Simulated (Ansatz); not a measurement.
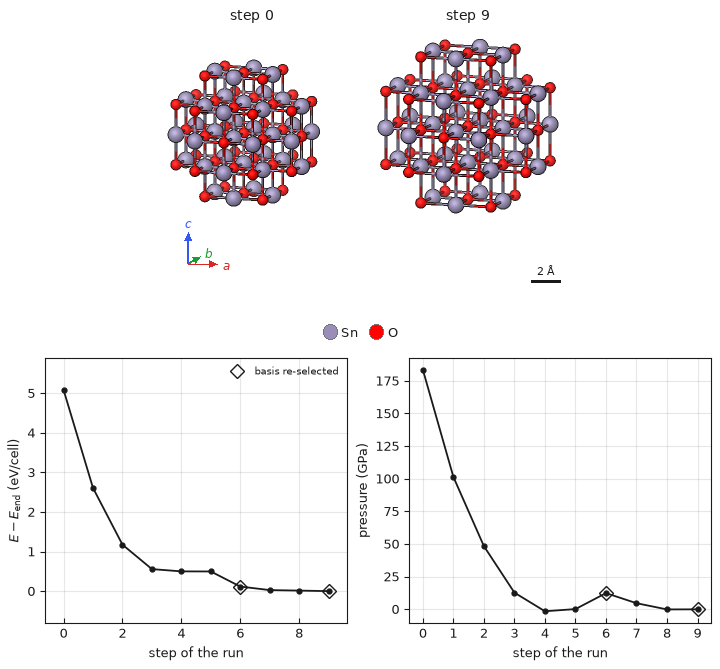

First and last geometry of a relaxation of crystalline SnO (a generated structure, set up in Fm-3m) (coarse preliminary run), with the history of the run. The picture is a ball-and-stick view of the conventional cell (4 times the calculation's cell), seen slightly off an axis. Lengths and directions refer to the drawn axes.

Case: Mg → Sn on all its sites, cell and atoms relaxed.

These are results of DFT PBE, scalar-relativistic, plane waves, PAW (Ansatz), not measurements.

Input
```yaml
crystal:
  lattice:
    - [0.0, 2.1135437454, 2.1135437454]
    - [2.1135437454, 0.0, 2.1135437454]
    - [2.1135437454, 2.1135437454, 0.0]
  atoms:
    - { symbol: Sn, position: [0.0, 0.0, 0.0] }
    - { symbol: O, position: [0.5, 0.5, 0.5] }
basis:
  ecutwfc: 420
kpoints:
  mp_grid: { grid: [8, 8, 8] }
hamiltonian:
  xc: pbe
scf:
  occupations: { method: gaussian, width: 0.1 }
output:
  forces: true
  stress: true
  eigenvalues: true
relax:
  adjacent_minimum: "off"
  f_tol: 0.05
  max_steps: 60
  cell: { stress_tol: 0.5 }
```

Command:
```bash
ansatz run input.yaml --threads 1 --pin off --max-ram 2560MiB --backend cpu --events-out ev --progress --plain --runs-dir out
```

What do the curves and the structures tell?

It converged. Over 7 accepted moves (9 points after the start) the energy falls by 5.082 eV per cell of the calculation. All forces vanish by symmetry, so only the cell relaxes. Pressure: 183.40 GPa at the start and −0.13 GPa at the end. At 2 points the geometry stayed and the basis and grid were re-selected for the new cell (energy shift of 0.381 eV per cell of the calculation at most each time). The atoms keep their places relative to the cell (all moves are under 0.005 Å). Cell: a = b = c 4.227 → 5.118 Å (+21.1 %). Volume +77.5 %. Among the contacts that change: Sn1–O2 2.114 → 2.559 Å. The space group stays Fm-3m (No. 225). Cost: 23 s on 1 thread of Intel(R) Xeon(R) Processor @ 2.50GHz (Skylake/Cascade Lake), with other jobs on the host, peak memory 0.32 GiB.
